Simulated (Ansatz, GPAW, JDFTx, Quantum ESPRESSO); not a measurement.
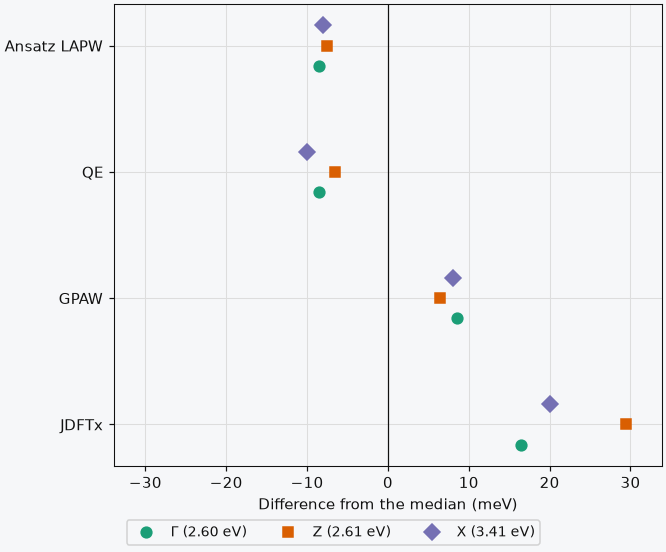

Direct gap at each named k point, for anatase TiO₂, space group I4_1/amd (No. 141), 6 atoms in the primitive cell; a = 3.784 Å, c = 9.515 Å (tetragonal axes). Four programs ran PBE (no spin polarisation, no spin-orbit coupling) on the same cell and 10×10×10 k mesh. The plot shows each result less the median of the plane-wave and all-electron runs, which the legend gives. In reduced coordinates of the cell that was run, Z is (0.5, 0.5, −0.5) and X is (−0.5, 0.5, 0). The cell is at 6 GPa in GPAW. The smallest gap over all k points computed is less than these values: 2.15 eV in GPAW, from the valence top at (0.4, −0.4, 0) in reduced coordinates to the conduction bottom at Γ.

> How well do the programs agree?

The plane-wave and all-electron programs (GPAW, Quantum ESPRESSO, JDFTx and Ansatz LAPW) agree within 37 meV at these points.

| program | kind | valence electrons | Γ (eV) | Z (eV) | X (eV) |
| --- | --- | --- | --- | --- | --- |
| JDFTx | plane waves | 48 | 2.617 | 2.637 | 3.428 |
| GPAW | plane waves | 48 | 2.609 | 2.614 | 3.416 |
| Quantum ESPRESSO | plane waves | 48 | 2.592 | 2.601 | 3.398 |
| Ansatz LAPW | all-electron | – | 2.592 | 2.600 | 3.400 |

Settings. PseudoDojo-SR-PBE-0.5-standard, 1143 eV cutoff, Fermi-Dirac smearing of 0.05 eV (JDFTx 1.7.0 (patched build)). GPAW PAW data sets (gpaw-data 1.2.1), 800 eV cutoff, Fermi-Dirac smearing of 0.05 eV (GPAW). SSSP 1.3 efficiency PBE, 748 eV cutoff, Fermi-Dirac smearing of 0.05 eV (Quantum ESPRESSO 7.5). all-electron LAPW, Fermi-Dirac smearing of 0.05 eV (Ansatz 0.2.0).

LDA, GGA and most meta-GGA functionals understate gaps.
